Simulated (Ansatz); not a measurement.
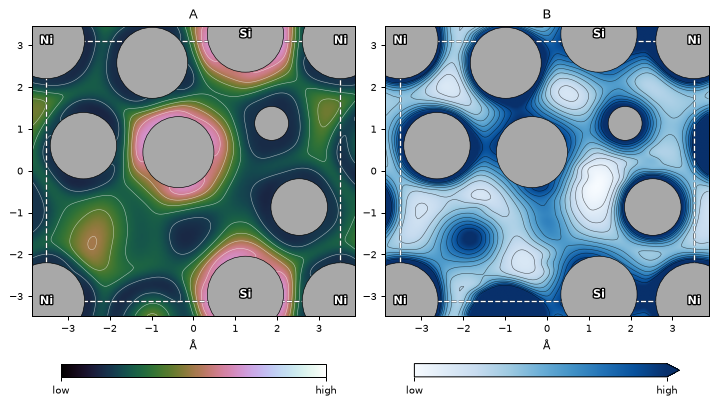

SiNi₂: 2 fields on the (110) plane of the conventional cell, with unlabelled colour scales. Grey discs cover the atomic cores.

Space group Pnma; not relaxed (largest force 0.4 eV/Å); computed pressure about 3 GPa in this cell; the program warned that a starting moment wasn't kept; spin-polarised.

These are results of Kohn-Sham DFT of a periodic cell, PBE, Ansatz PAW in Ansatz 0.2.0, not measurements.

```xyz
12
Lattice="4.9900 0.0000 0.0000 0.0000 3.7200 0.0000 0.0000 0.0000 7.0300" Properties=species:S:1:pos:R:3 pbc="T T T"
Ni    1.6218    2.7900    6.5871
Ni    3.3683    0.9300    0.4429
Ni    0.8732    0.9300    3.0721
Ni    4.1167    2.7900    3.9579
Ni    2.2854    2.7900    2.0879
Ni    2.7046    0.9300    4.9421
Ni    0.2096    0.9300    5.6029
Ni    4.7804    2.7900    1.4271
Si    3.9221    2.7900    6.2286
Si    1.0679    0.9300    0.8014
Si    3.5629    0.9300    2.7136
Si    1.4271    2.7900    4.3164
```

Q: Which field does each panel show? The fields are: electron localisation function and valence pseudo-density.

A: Panel A: electron localisation function. Panel B: valence pseudo-density. From the grid: Si–Ni (2.28 Å): ρ is about 0.48 e/Å³ halfway; the ELF peaks at about 0.70 in the valence shell of Si, 0.9 Å from its nucleus, and is about 0.50 at the midpoint.
